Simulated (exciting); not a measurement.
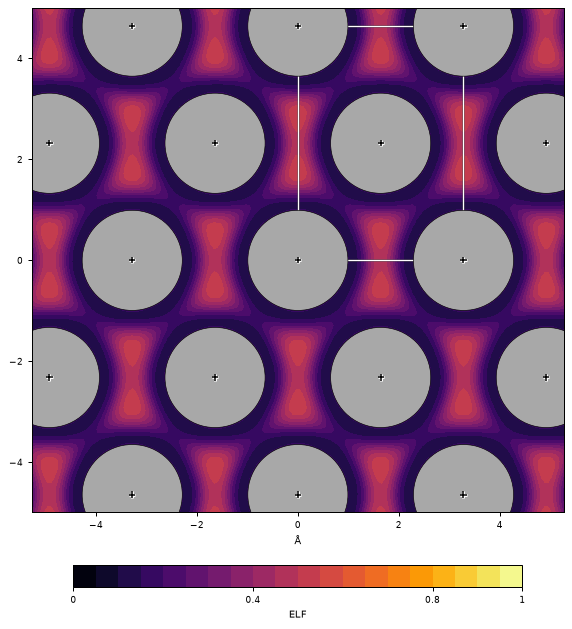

The electron localisation function on a plane through atoms (crosses mark nuclei in the plane; grey discs cover the cores).

Theory: exciting sodium, Kohn-Sham DFT of a periodic cell, PBE, all-electron LAPW+lo, shipped species files.

Candidates:
A. Ti, a = 3.28 Å, b = 3.28 Å, c = 3.28 Å, α = 90.00°, β = 90.00°, γ = 90.00°. Space group Im-3m.
B. PtS2, a = 3.54 Å, b = 3.54 Å, c = 5.04 Å, α = 90.00°, β = 90.00°, γ = 120.00°. Space group P-3m1; not relaxed (largest force 1.3 eV/Å).

> Which system is this?

Candidate A: Ti on the (011̄) plane of the conventional cell, which holds Ti. Ti–Ti (2.84 Å): the ELF is about 0.20 at the midpoint: no shared electron pair shows on this line.
